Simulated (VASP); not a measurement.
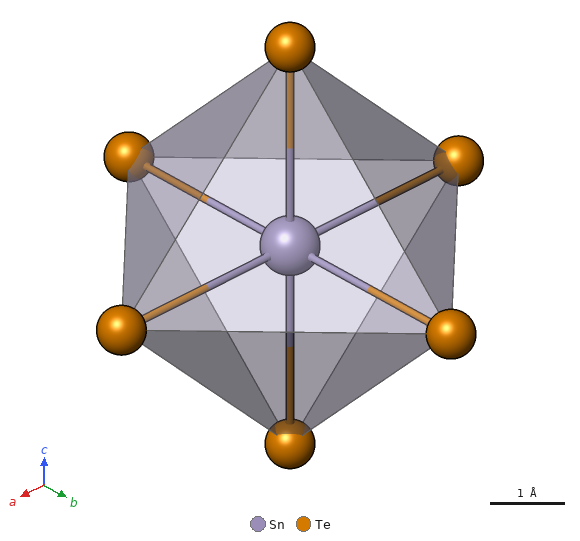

Coordination of Sn in SnTe (Fm-3m). Shape measures S are computed against regular polyhedra or, for capped shapes, the nearer of the equal-edge and equal-bond forms. Origin: an entry of the Crystallography Open Database, as set up for an electronic-structure calculation.

> What geometry does the central atom have?

SnTe6: an essentially ideal octahedron (coordination number 6, S = 0.00; next best trigonal prism, S = 16.7).

> Does the central atom sit at the centroid of its ligands?

Yes, to within 0.01 Å; the site symmetry is m-3m.

> How long are the bonds?

6 × Sn–Te 3.15 Å. The next neighbour, not counted, lies at 4.46 Å.
